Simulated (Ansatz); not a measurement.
Band-structure calculation, with input and output: CsH

System: CsH (F-43m, 2 atoms in the cell).
Method: DFT, r2SCAN, plane waves, PAW, no spin polarisation (Ansatz 0.2.0).

The structure was built on a prototype by a generator. The geometry comes from this level: r2SCAN (a point of a series of strains). Figures and captions count atoms from 1; the log counts them from 0 in places.

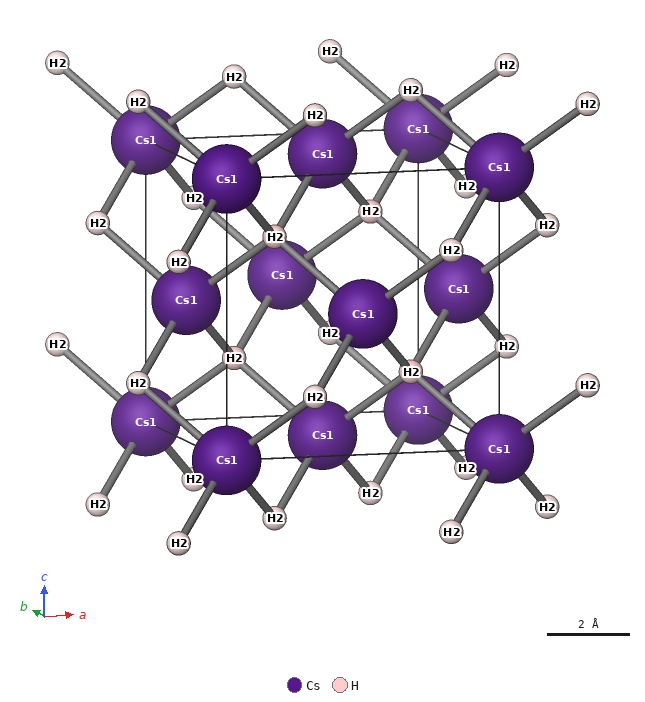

Fig. 1: The structure (ball-and-stick view of the cell 4 times as large as that of the calculation, set on its symmetry axes, seen slightly off an axis; neighbours outside the cell are drawn fainter; atoms are numbered from 1 in the order of the input). Near neighbours in the crystal (not all of them lie inside the picture): Cs has 4 H at 3.03 Å; H has 4 Cs at 3.03 Å.

The input:
```yaml
crystal:
  lattice:
    - [0.0, 3.495174617, 3.495174617]
    - [3.495174617, 0.0, 3.495174617]
    - [3.495174617, 3.495174617, 0.0]
  atoms:
    - { symbol: Cs, position: [0.0, 0.0, 0.0] }
    - { symbol: H, position: [0.25, 0.25, 0.25] }
kpoints:
  mp_grid: { grid: [6, 6, 6] }
  band_path:
    path:
      - [0.0, 0.0, 0.0]
      - [-0.5, -0.5, 0.0]
      - [-0.375, -0.375, 0.25]
      - [-0.375, 0.0, 0.375]
      - [0.0, 0.0, 0.5]
      - [-0.5, -0.25, 0.25]
      - [0.25, -0.5, -0.25]
      - [0.0, 0.5, 0.5]
    npoints: 1
hamiltonian:
  xc: r2scan
scf:
  occupations: { method: fixed }
  n_extra_bands: 4
output:
  forces: true
  stress: true
  eigenvalues: true
```

Machine: 2 threads of Intel Xeon @ 2.90GHz (Ice Lake), 64 GiB of memory available, shared host.

Launched with:
```bash
ansatz run input.yaml --threads 2 --pin off --max-ram 2211MiB --backend cpu --events-out ev --progress --plain --runs-dir out
```

Log:
```
scf.n_extra_bands = 4 over 5 filled bands (N_el = 10.0): the run solves 9 bands
Engine: ansatz 0.2.0, x86_64-unknown-linux-gnu
Pseudopotentials: kind: paw
Pseudopotential: Cs, paw, valence charge 9, recommended cutoff 500 eV (meta_gga), Cs.paw.azcp
Pseudopotential: H, paw, valence charge 1, recommended cutoff 500 eV (meta_gga), H.paw.azcp
Functional definition: r2SCAN
  parameter k0 = 0.174
  parameter k1 = 0.065
  parameter a1 = 4.9479
  exchange = r2scan_x(k0 = k0, k1 = k1, a1 = a1)
  correlation = r2scan_c
Crystal: 2 atoms, lattice volume = 85.396 Å³
Basis set: ecut = 500 eV, 2109 PW (Γ), exchange–correlation on 160×160×160 points (64 copies of the dense FFT grid, shifted against one another)
Bands: 9, of which v1, the nominal top of the filled ones, is band 5 counted from 1 (4 counted from 0)
Symmetry: 24 space group operations
Space group: F-43m (ITA 216), of the structure as read, at distance tolerance 4.4e-5 Å
k-points: 16 of 216 (time reversal used)
Non-local potential: Cs, projectors of the file, l = 0: 3, l = 1: 2, l = 2: 2, l = 3: 2
Non-local potential: H, projectors of the file, l = 0: 2, l = 1: 1
PAW form: soft (Blöchl's): semilocal exchange-correlation on the pseudo side does not see the compensation charge
PAW frozen core: Cs, regenerated for the run's functional (the file was generated under x = pbe(κ = 0.804, μ = 0.2195149727645171), c = pbe(β = 0.06672455060314922))
PAW one-centre angular grid: Cs, 302 points (default); XC on 160 Gauss nodes
PAW one-centre angular grid: H, 302 points (default); XC on 160 Gauss nodes
Initial density: superposition of atomic densities (neutral atoms: chi_scale 0, normalization atom), corrected by the library's trained network
Initial wavefunctions: pseudopotential atomic-orbital guess
Functional: x = r2scan, c = r2scan; τ floored in thin density (d = 2e-4 eV/Å³)
SCF iter   1: F=—  HF=-5702.204964 eV  |F-HF|=—  |Δ(HF+E_count)|=         —  Δρ=3.35e-3  dr2=1.22e-2  dr2_τ=8.16e-4  ethr=1.77e-3  ⟨swp⟩=4.9  Hψ=945  notcnv=0  defer=25
preconditioner: auto → none  [insulator: Δε(μ)=3.255 eV  Ē_g=11.661 eV  n_scr=14 (ndim 8)  ℏωp=11.4 eV  f_vac=0.162  ε∞_Penn≈1.9]
SCF iter   2: F=—  HF=-5702.209847 eV  |F-HF|=—  |Δ(HF+E_count)|=   4.88e-3  Δρ=1.13e-3  dr2=8.28e-4  dr2_τ=6.84e-5  ethr=1.22e-4  ⟨swp⟩=2.9  Hψ=411  notcnv=0  defer=25
SCF iter   3: F=—  HF=-5702.210353 eV  |F-HF|=—  |Δ(HF+E_count)|=   5.05e-4  Δρ=3.54e-4  dr2=7.87e-5  dr2_τ=6.72e-6  ethr=8.28e-6  ⟨swp⟩=2.4  Hψ=257  notcnv=0  defer=26
SCF iter   4: F=—  HF=-5702.210437 eV  |F-HF|=—  |Δ(HF+E_count)|=   8.39e-5  Δρ=3.56e-5  dr2=5.24e-7  dr2_τ=4.70e-8  ethr=7.87e-7  ⟨swp⟩=3.0  Hψ=262  notcnv=0  defer=26
iter 5 did not close the SCF: its close was put off for the readings that it lacked (scf_convergence_deferred on its scf_iter line)
SCF iter   5: F=-5702.210438 eV  HF=-5702.210438 eV  |F-HF|=9.01e-8  |Δ(HF+E_count)|=   1.04e-6  Δρ=8.07e-6  dr2=3.32e-8  dr2_τ=2.79e-9  ethr=5.24e-9  ⟨swp⟩=2.1  Hψ=219  notcnv=0  defer=26
SCF iter   6: F=-5702.210438 eV  HF=-5702.210438 eV  |F-HF|=2.66e-10  |Δ(HF+E_count)|=   1.03e-7  Δρ=7.93e-7  dr2=2.95e-10  dr2_τ=3.70e-11  ethr=3.32e-10  ⟨swp⟩=6.9  Hψ=976  notcnv=0
SCF 1 converged in 6 iterations: F = -5702.210438 eV  dr2 = 2.95e-10
  greatest PAW one-centre occupation: 0.914 electrons in one spin orbital (limit 2), on the Cs atom at site 0 (counted from 0), in its partial waves of l = 0
NSCF: frozen V_eff on 8 k-points
SCF converged after 6 iterations
Free energy (F): -5702.210438 eV
Harris-Foulkes:  -5702.210438 eV  (|F-HF|=2.66e-10)
Internal energy: -5702.210438 eV  (E = F + TS)
E sigma→0 (E₀):  -5702.210438 eV
Fermi energy:    1.200343 eV
--- Per-component energies (eV) ---
  E_band       = -81.175182
  E_kinetic    = 155.423492
  E_local      = -337.873870  (includes V_loc(G=0)·N_el)
  E_nonlocal   = 30.551394
  E_hartree    = 117.041750
  E_xc         = -171.603898
  E_vxc        = -150.425078  (∫ρ·V_xc dr)
  E_paw        = -5093.706676  (= ΣΔE_a)
  E_vpaw       = -20.299472  (= ΣTr[D̂ρ^β])
  E_aug_tail   = -0.000400  (compensation charges beyond the density's cutoff)
  E_vtau       = 7.365062  (kinetic-family band-sum trace: ∫τ·v_τ [+ j·A + Jᵃ·Aᵃ] dr)
  E_ewald      = -402.092109
  E_core_change = 0.049879  (= ΣΔE_core)
  E_smearing   = -0.000000  (= −TS)
  E_closure    = -0.000000  (closes the sum)
  Σ components = -5702.210438   (vs F -5702.210438, Δ=0.00e0)
--- Forces (eV/Å), atoms counted from 1 ---
  atom   1  Cs    -0.00000000     0.00000000     0.00000000
  atom   2  H     -0.00000000     0.00000000    -0.00000000
  max |Σ_I F_I| component: 7.53e-17 eV/Å
--- Stress (GPa, compression-positive) ---
        0.013259       0.000000      -0.000000
       -0.000000       0.013259       0.000000
       -0.000000       0.000000       0.013259
  P = ⅓ Tr σ = 0.0133 GPa (0.133 kbar)
--- Band table (eV; the first three rows and the last of 16) ---
  k-point 0: bands = ["-20.5395", "-6.8522", "-6.8522", "-6.8522", "0.1943", "5.6379", "6.7782", "6.7782", "6.7782"]
  k-point 1: bands = ["-20.5327", "-6.9586", "-6.8642", "-6.8642", "0.4199", "5.0524", "6.9267", "6.9267", "7.6853"]
  k-point 2: bands = ["-20.5190", "-7.1574", "-6.8879", "-6.8879", "0.7983", "4.8951", "6.8346", "6.8346", "7.9624"]
  k-point 15: bands = ["-20.5031", "-7.1839", "-7.0433", "-6.9844", "1.2003", "4.7774", "5.8211", "7.3080", "9.4355"]
```

File bands.tsv:
```
# k_distance	band_0	band_1	band_2	band_3	band_4	band_5	band_6	band_7	band_8
# fermi_ev = 1.200343
# lock_threshold_ev = 1e-6
# [0, 0, 0] at k_distance = 0.000000
# [-0.5, -0.5, 0] at k_distance = 0.898837
# [-0.375, -0.375, 0.25] at k_distance = 1.216624
# [-0.375, 0, 0.375] at k_distance = 1.767047
# [0, 0, 0.5] at k_distance = 2.317470
# [-0.5, -0.25, 0.25] at k_distance = 2.953044
# [0.25, -0.5, -0.25] at k_distance = 4.634614
# [0, 0.5, 0.5] at k_distance = 6.487614
# levels_relative_to = fermi_ev
# free_energy_ev = -5702.210438
# largest_residual_norms_ev = 1.184e-3 3.370e-4 3.123e-4 4.128e-4 6.866e-4 5.958e-4 7.791e-4 1.727e-3 2.763e-3
0.000000	-21.739799	-8.052507	-8.052507	-8.052507	-1.006059	4.437563	5.577857	5.577857	5.577857
0.898837	-21.703459	-8.441891	-8.180927	-8.180927	-0.026487	3.153259	4.670790	8.016318	8.016318
1.216624	-21.704200	-8.377648	-8.267674	-8.154118	-0.019418	3.641166	4.548437	6.679623	7.029983
1.767047	-21.704200	-8.377648	-8.267674	-8.154118	-0.019418	3.641166	4.548437	6.679623	7.029983
2.317470	-21.712449	-8.451136	-8.100029	-8.100029	-0.263630	3.929497	5.482723	5.482723	6.563426
2.953044	-21.703417	-8.345209	-8.284324	-8.185996	0.008891	3.793950	4.604129	5.656300	8.339057
4.634614	-21.703417	-8.345209	-8.284324	-8.185996	0.008891	3.793950	4.604129	5.656300	8.339057
6.487614	-21.703459	-8.441891	-8.180927	-8.180927	-0.026487	3.153259	4.670790	8.016318	8.016318
```

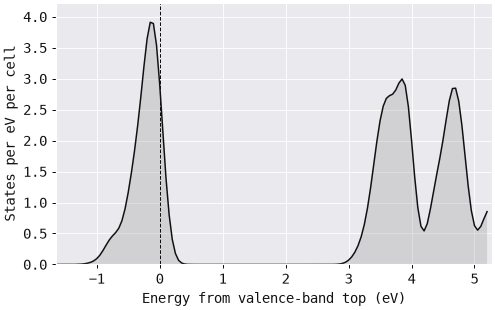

Fig. 2: Density of states (the curve is built from the levels of the k mesh with Gaussians 0.3 eV wide, which also blur the band edges), with energies from the valence-band top. There is a gap of 3.15 eV on the k-point mesh. Small ripples come from the finite k-point mesh.

Summary:

```csv
quantity,value
outcome,converged
space group (tolerance 0.01 Å),F-43m (216)
electrons treated,10
free energy,−5702.2104 eV
Fermi energy,1.200 eV
gap on the k-point mesh,3.15 eV
pressure,0.01 GPa
largest force (length of the vector),under 0.001 eV/Å
wall time,3.3 s (CPU time 6.1 s)
peak memory,0.64 GiB
```
